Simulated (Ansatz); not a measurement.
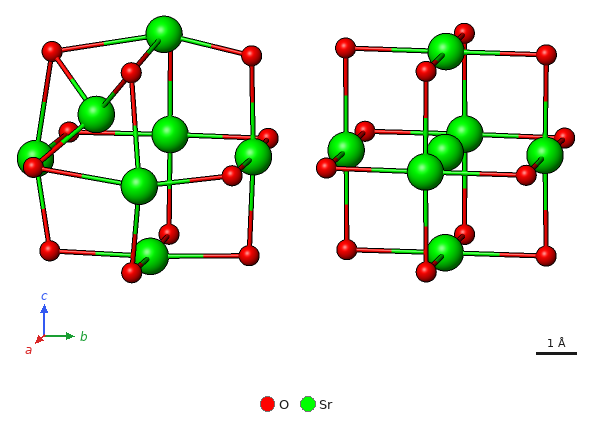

Two geometries of a defect cell of composition O$_{31}$Sr$_{33}$ (cell charge +3), drawn at one scale. One is the start of a relaxation, the other its converged end. Style: ball-and-stick. Shown: the atoms within 4.2 Å of the atom that moves most (axes of the cell of the calculation (origin shifted)), slightly off an axis.

These are results of DFT, PBEsol, PAW, plane waves in Ansatz, not measurements. (plane-wave cutoff 420 eV; k-point mesh 1 × 1 × 1; mesh shifted by (0.25, 0.25, 0.25); collinear spin; atoms relaxed in a fixed cell; force threshold 0.03 eV/Å; at most 80 steps)

Question: Which geometry has the lower energy?

Answer: The left one is the relaxed one. The largest move is that of a Sr atom, 1.97 Å along [1 −1 1]. By element the largest moves are Sr 1.97 Å, O 0.14 Å. The cell doesn't change. Near-neighbour distances that change, for instance: Sr–Sr 2.557 → 4.147 Å, Sr–Sr 2.590 → 4.146 Å, O–Sr 3.639 → 2.239 Å, O–Sr 3.617 → 2.240 Å. New bonds form, among them: O–Sr (3.59 → 2.24 Å), O–Sr (3.62 → 2.24 Å), O–Sr (3.64 → 2.24 Å). The energy falls by 9.656 eV per cell of the calculation in 19 geometry steps. Largest force component: 5.8 eV/Å at the start, 0.0027 eV/Å at the end. The run took 34 s on 1 × NVIDIA GB300 Max-Q with 8 threads of Arm Neoverse-V2, peak memory 2 GiB.

Limits of the set-up: the cell is charged, on a uniform background, and energies carry no finite-size correction.
